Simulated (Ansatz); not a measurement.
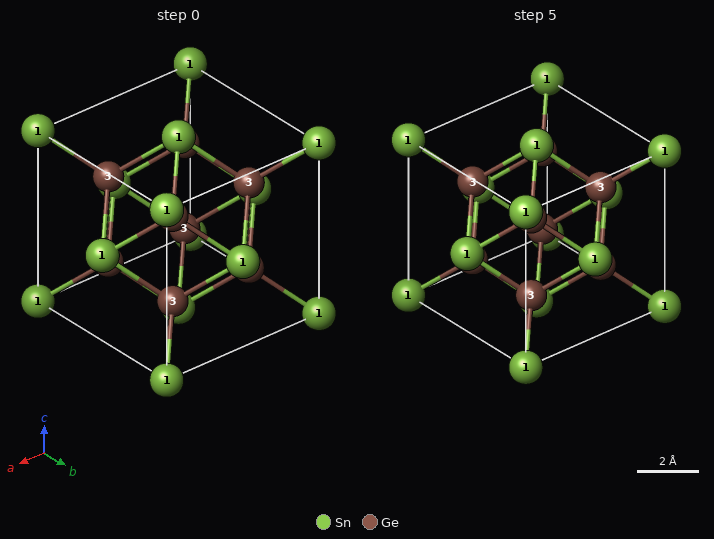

The structure of solid SnGe2 (a generated structure, set up in Fm-3m) before (left) and after (right) a relaxation, at one scale.

Style: ball-and-stick. Shown: the conventional cell (4 times the calculation's cell), from a free direction. Lengths and directions refer to the drawn axes.

Case: relaxed at 30 GPa.

Computed with DFT LDA, scalar-relativistic, plane waves, PAW (Ansatz 0.2.0).

Input
```yaml
crystal:
  lattice:
    - [0.0, 3.3099003037, 3.3099003037]
    - [3.3099003037, 0.0, 3.3099003037]
    - [3.3099003037, 3.3099003037, 0.0]
  atoms:
    - { symbol: Sn, position: [0.0, 0.0, 0.0] }
    - { symbol: Ge, position: [0.75, 0.75, 0.75] }
    - { symbol: Ge, position: [0.25, 0.25, 0.25] }
basis:
  ecutwfc: 420
kpoints:
  mp_grid: { grid: [12, 12, 12] }
hamiltonian:
  xc: lda
scf:
  occupations: { method: fermi_dirac, width: 0.15 }
output:
  forces: true
  stress: true
  eigenvalues: true
relax:
  adjacent_minimum: "off"
  f_tol: 0.001
  max_steps: 60
  cell: { stress_tol: 0.02, p_target: 30.0 }
```

Describe what moved and what it gained.

Answer. After 4 accepted moves (5 points after the start) the energy has risen by 426 meV per atom. With the target pressure of 30 GPa, the enthalpy E + pV changes by −675 meV per atom. All forces vanish by symmetry, so only the cell relaxes. The pressure goes from 0.00 to 30.00 GPa. At 1 point the geometry stayed and the basis and grid were re-selected for the new cell (energy shift of 1.4 meV per atom at most each time). The atoms keep their places relative to the cell (all moves are under 0.005 Å). The volume changes by −24.3 %, with a = b = c 6.620 → 6.033 Å (−8.9 %). Among the contacts that change: Sn1–Ge2 2.866 → 2.612 Å. The space group stays Fm-3m (No. 225).
